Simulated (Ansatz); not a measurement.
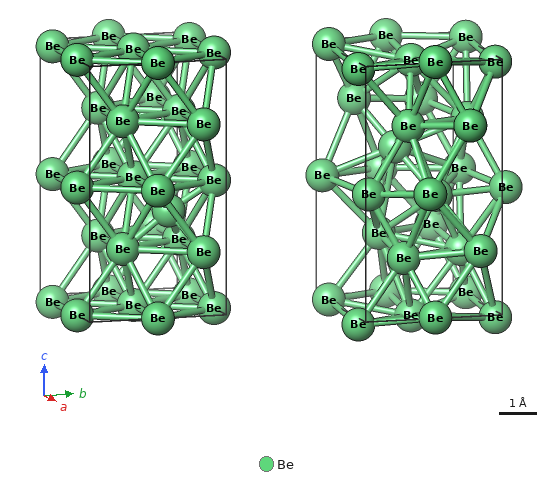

Two geometries of a defect cell of composition Be, drawn at one scale. One is the start of a relaxation, the other its converged end. A ball-and-stick model of the cell of the calculation (origin shifted), seen slightly off an axis.

Computed with DFT PBEsol, scalar-relativistic, plane waves, PAW in Ansatz. (plane-wave cutoff 420 eV; k-point mesh 3 × 3 × 2; occupations fermi dirac; smearing width 0.1 eV; no spin polarisation; atoms relaxed in a fixed cell; force threshold 0.08 eV/Å; at most 25 steps)

Question: Which of the two is the end point?

Answer: The right one is the relaxed one. It is an interstitial Be in hcp Be. The run prepares the start of a later molecular dynamics calculation, from a guessed geometry. The energy falls by 4.334 eV per cell of the calculation in 12 accepted moves (13 points after the start). The largest force component goes from 5.4 to 0.024 eV/Å. The line search rejected the trial step at point 11 of the run. The largest move is that of a Be atom, 0.96 Å along [−2 −1 2]. The cell doesn't change. Among the contacts that change: Be–Be 2.229 → 3.397 Å, Be–Be 2.229 → 3.328 Å, Be–Be 3.196 → 2.100 Å, Be–Be 2.229 → 3.231 Å. Bond angles that change, for instance: Be–Be–Be 173.7° → 124.7°, Be–Be–Be 172.0° → 125.0°, Be–Be–Be 89.8° → 124.9°. The run took 22 s on 1 thread of Intel(R) Xeon(R) 6975P-C (Granite Rapids), on a shared host, peak memory 0.4 GiB.

Limits of the set-up: the k-point mesh is coarse for a cell with partly filled bands; the program's low-accuracy preset was used; the periodic images lie only 4.0 Å apart, so the values are limited by the cell's size.
